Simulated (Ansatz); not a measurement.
MnO

```cif
data_structure
_symmetry_space_group_name_H-M 'P 1'
_symmetry_Int_Tables_number 1
_cell_length_a 4.7864
_cell_length_b 4.7864
_cell_length_c 4.7864
_cell_angle_alpha 90.000
_cell_angle_beta 90.000
_cell_angle_gamma 90.000
_cell_volume 109.65
loop_
_atom_site_label
_atom_site_type_symbol
_atom_site_fract_x
_atom_site_fract_y
_atom_site_fract_z
_atom_site_occupancy
Mn1 Mn 0.50000 0.50000 0.00000 1
Mn2 Mn 0.00000 0.50000 0.50000 1
Mn3 Mn 0.00000 0.00000 0.00000 1
Mn4 Mn 0.50000 0.00000 0.50000 1
O1 O 0.25000 0.75000 0.25000 1
O2 O 0.75000 0.75000 0.75000 1
O3 O 0.75000 0.25000 0.25000 1
O4 O 0.25000 0.25000 0.75000 1
```

Space group F-43m; a generated structure, not necessarily the stable one; built by placing these elements on a known structure type; spin-polarised.

The calculation used Kohn-Sham DFT of a periodic cell, HSE03, Ansatz PAW (Ansatz 0.2.0).

Core electrons are frozen (PAW), and the valence fields are smoothed inside the atomic spheres.

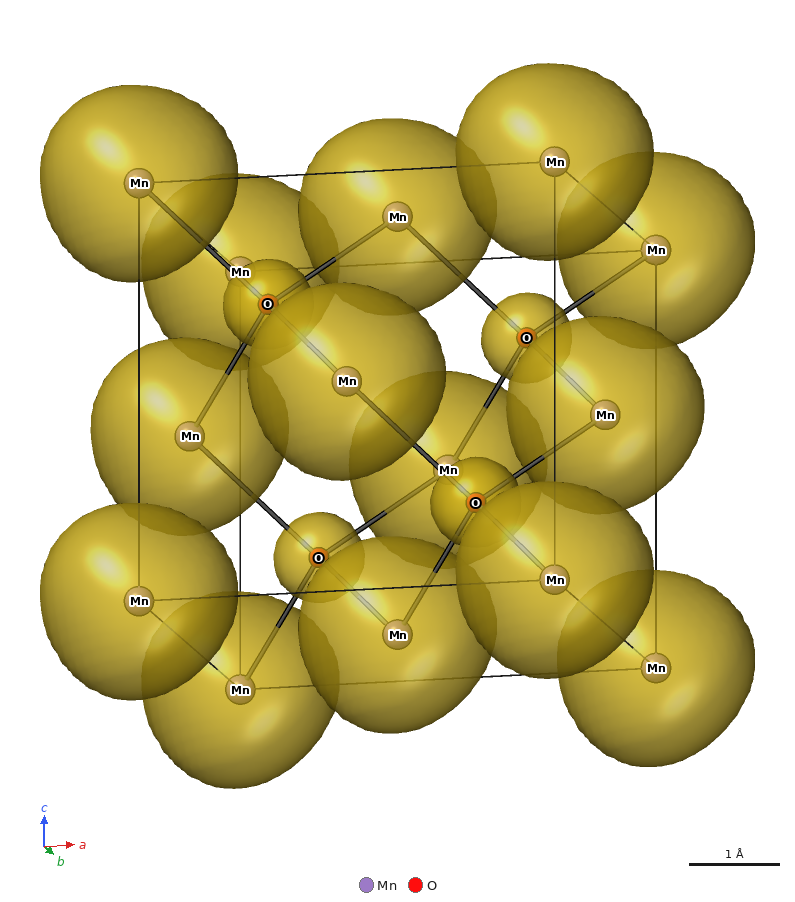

Figure 1. Isosurfaces of the spin density (up minus down) at +0.1 (yellow) and −0.1 e/Å³ (cyan), seen at an oblique angle. Sticks mark near contacts.

Which atoms carry the moments, and with what signs?

The spin density sits on Mn: +4.1 μB (×4) in one cell of 8 atoms, with smaller moments on other sites: O (up to +0.17 μB): parallel moments, as they must be, since the calculation's own cell holds one magnetic site. The cell of the calculation (2 atoms) carries 5.0 μB of net spin moment. Only one sign reaches the isovalue.

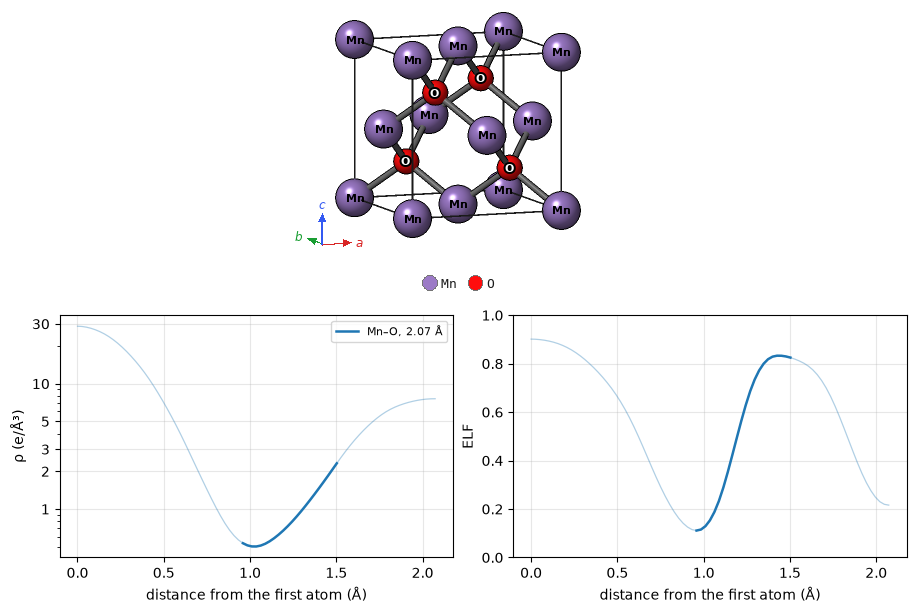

Figure 2. Valence electron density and ELF along straight lines between neighbouring atoms. Thin, pale parts lie inside the atomic spheres. The structure is drawn too.

What can be read from the curves?

Mn–O (2.07 Å): the density is about 0.5 e/Å³ at the midpoint; the ELF peaks at about 0.85 in the valence shell of O, 0.6 Å from its nucleus, and is about 0.15 at the midpoint: no shared electron pair shows on this line.
